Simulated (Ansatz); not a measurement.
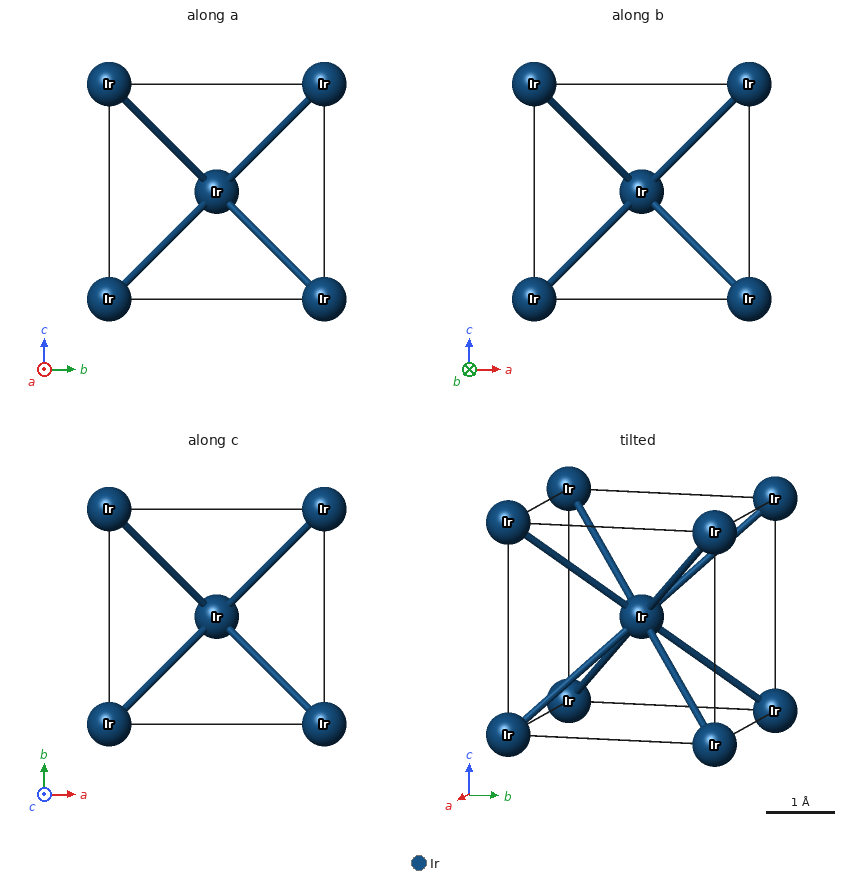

The figure gives a ball-and-stick picture of the atoms, viewed along the a axis, along the b axis, along the c axis and slightly off an axis. The conventional unit cell is drawn as a box.

Lattice parameters: a = 3.165 Å, b = 3.165 Å, c = 3.165 Å, α = 90.00°, β = 90.00°, γ = 90.00°.

### Give the structure in the form of a table of Wyckoff sites.

Space group Im-3m (No. 229).
```
atom  site       x       y       z
  Ir    2a  0.0000  0.0000  0.0000
```

Provenance: a structure type filled with this element by a generator (whether the element takes this form wasn't checked). Earlier steps of the study may have refined or changed the cell and positions. It was run through Ansatz as a DFT input.

At this level of theory the cell isn't at rest (stretched, at -14 GPa), so its distances can differ from those at equilibrium, the more so the softer the solid.
